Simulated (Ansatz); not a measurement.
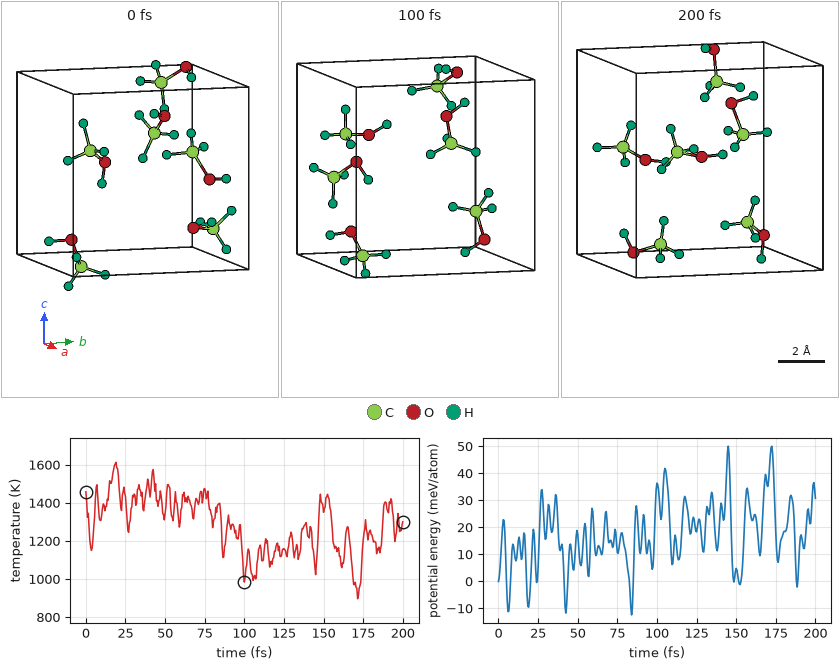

First-principles dynamics of a periodic cell with 6 CH3OH at 0.611 g/cm³, 200 fs long. It starts from the last geometry of an earlier run, with fresh velocities. Frames and the history of the run. A ball-and-stick model of the simulation cell, seen slightly off an axis. Atoms that leave the cell re-enter on the other side.

The calculation used Ansatz 0.2.0, DFT PBE-D3(BJ), scalar-relativistic, plane waves, PAW. Set-up: plane-wave cutoff 420 eV; k-point mesh 1 × 1 × 1; Fermi-Dirac smearing 0.05 eV; low-accuracy preset; Langevin thermostat and barostat (NPT); set temperature 1500 K; time step 0.5 fs; friction 0.01 per fs; target pressure 0 GPa.

Input file:
```yaml
accuracy: low
crystal:
  lattice:
    - [8.054832, 0.0, 0.0]
    - [0.0, 8.054832, 0.0]
    - [0.0, 0.0, 8.054832]
  atoms:
    - { symbol: C, position: [0.18573697, 0.35358388, 0.57221922] }
    - { symbol: O, position: [0.09169615, 0.46774888, 0.49306523] }
    - { symbol: H, position: [0.31420336, 0.39071425, 0.58170372] }
    - { symbol: H, position: [0.07610133, 0.45510968, 0.37463308] }
    - { symbol: H, position: [0.13833962, 0.32890772, 0.71714785] }
    - { symbol: H, position: [0.17215602, 0.22942397, 0.52114366] }
    - { symbol: C, position: [0.29195266, 0.72394068, 0.94471149] }
    - { symbol: O, position: [0.40553879, 0.82904037, 1.03943567] }
    - { symbol: H, position: [0.18451308, 0.72755492, 1.02729473] }
    - { symbol: H, position: [0.52817638, 0.82016198, 0.99770171] }
    - { symbol: H, position: [0.27783444, 0.74648262, 0.79645846] }
    - { symbol: H, position: [0.320035, 0.59600149, 0.96108869] }
    - { symbol: C, position: [0.89939636, 0.82450819, 0.21461479] }
    - { symbol: O, position: [1.00896773, 0.67631042, 0.23827143] }
    - { symbol: H, position: [0.76784593, 0.79436244, 0.23524529] }
    - { symbol: H, position: [1.10180256, 0.7512804, 0.27824885] }
    - { symbol: H, position: [0.93136778, 0.91941601, 0.31363717] }
    - { symbol: H, position: [0.93922521, 0.88772343, 0.10310456] }
    - { symbol: C, position: [0.63823633, 0.57326407, 0.71612594] }
    - { symbol: O, position: [0.76912332, 0.58911961, 0.82497583] }
    - { symbol: H, position: [0.60231345, 0.69754617, 0.69713984] }
    - { symbol: H, position: [0.85698553, 0.50235623, 0.85167216] }
    - { symbol: H, position: [0.65755543, 0.50139318, 0.58294714] }
    - { symbol: H, position: [0.54370946, 0.51703761, 0.80550307] }
    - { symbol: C, position: [0.58247427, 0.17358128, -0.00641563] }
    - { symbol: O, position: [0.43685421, 0.16533473, 0.12284191] }
    - { symbol: H, position: [0.61205746, 0.30073734, -0.05257567] }
    - { symbol: H, position: [0.39966683, 0.04824321, 0.11435251] }
    - { symbol: H, position: [0.68189863, 0.11476066, 0.05940046] }
    - { symbol: H, position: [0.53821361, 0.11533007, -0.11723551] }
    - { symbol: C, position: [0.39930207, 0.86913184, 0.57143879] }
    - { symbol: O, position: [0.50875809, 0.93008988, 0.43241443] }
    - { symbol: H, position: [0.30754875, 0.96194723, 0.58512365] }
    - { symbol: H, position: [0.46029357, 1.04104807, 0.42540583] }
    - { symbol: H, position: [0.34661266, 0.7370781, 0.55442886] }
    - { symbol: H, position: [0.4647691, 0.83883406, 0.68327433] }
basis:
  ecutwfc: 420.0
kpoints:
  mp_grid: { grid: [1, 1, 1] }
hamiltonian:
  xc: pbe
  dispersion: d3bj
scf:
  occupations: { method: fermi_dirac, width: 0.05 }
  lower_state_search: "off"
md:
  timestep: 0.5
  n_steps: 400
  ensemble: npt_langevin
  temperature: 1500.0
  initial_velocities: maxwell_boltzmann
  seed: 708300
  friction: 0.01
  pressure: 0.0
  fix_cell: [angles]
```

Launched with:
```bash
ansatz run input.yaml --threads 1 --pin off --max-ram 3072MiB --backend cpu --events-out ev --progress --plain --runs-dir out
```

What do the frames and curves show?

Answer. In the second half of the run the atoms are, in the root-mean-square, this far from where they began (common drift taken out): H 2.27 Å, O 1.55 Å, C 1.45 Å. The molecules turn and drift from their places. The mean temperature in the second half is 1190 K (standard deviation 118 K). The potential energy in the second half lies on average 22.2 meV per atom above the first frame. The mean pressure there is 0.4 GPa. The volume ends +25.5 % from the start.

Limits of the set-up: the program's low-accuracy preset was used; the periodic images lie only 8.1 Å apart, so the values are limited by the cell's size.

The run took 24 min on 1 thread of Arm Neoverse V1 (shared host), peak memory 0.56 GiB.
